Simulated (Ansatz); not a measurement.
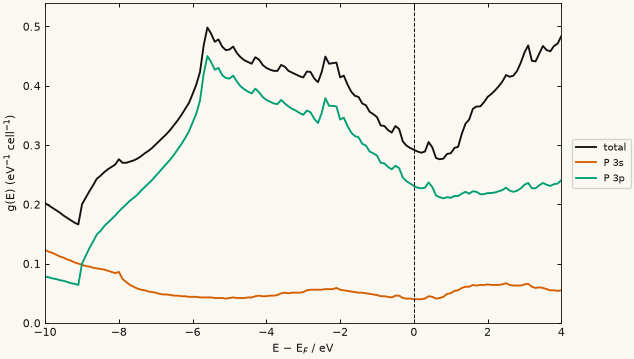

Density of states. Energies are counted from the Fermi level. The partial curves are projected on Löwdin-orthogonalised atomic shells.

The material is P, space group Pm-3m, 1 atom in the cell; a = 2.44 Å, b = 2.44 Å, c = 2.44 Å, α = 90.00°, β = 90.00°, γ = 90.00°.

Computed with Ansatz: DFT r2SCAN, scalar-relativistic, plane waves, PAW, no spin polarisation, 22×22×22 k mesh.

Metal or insulator, and how many states lie at the Fermi level?

It is a metal. The density of states at the Fermi level is about 0.29 per eV and cell (mean within 0.25 eV).

What carries the states at the Fermi level?

By projected weight, the states within 0.3 eV of the Fermi level are P 3p (85 %) and P 3s (15 %).

The structure is an invented one, so it need not be a known or stable phase.
